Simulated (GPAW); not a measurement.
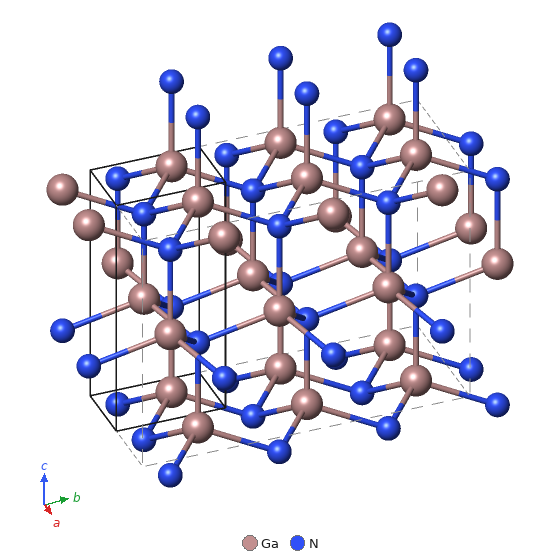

GaN (space group P6_3mc, No. 186): an entry of the Crystallography Open Database, as set up for an electronic-structure calculation.

Bonds are taken as Ga–N below 2.2 Å. Atoms with one bond or none are removed and atoms with two bonds are replaced by edges, until no such atom is left.

Q: What kind of net remains, and which atoms are its nodes?

A: A uninodal 4-connected, three-periodic net: Ga and N are 4-connected nodes.

Q: Which named net is it?

A: It is the lon net, known from lonsdaleite, wurtzite and tridymite.

Q: Is the net interpenetrated?

A: It is a single net, without interpenetration.

Q: How many nodes does the smallest cycle have?

A: Six.

The simplified net, drawn on the atoms' positions. Nodes are coloured by element. Short stubs are edges that leave the cut-out.

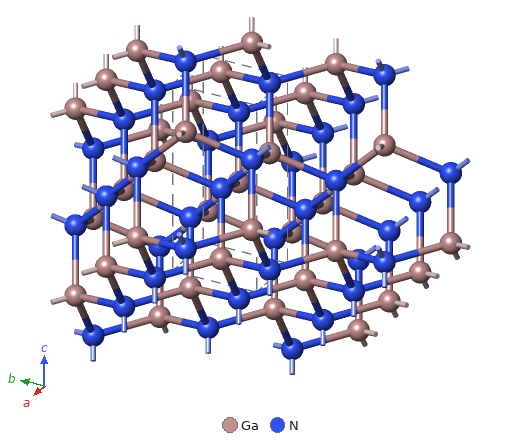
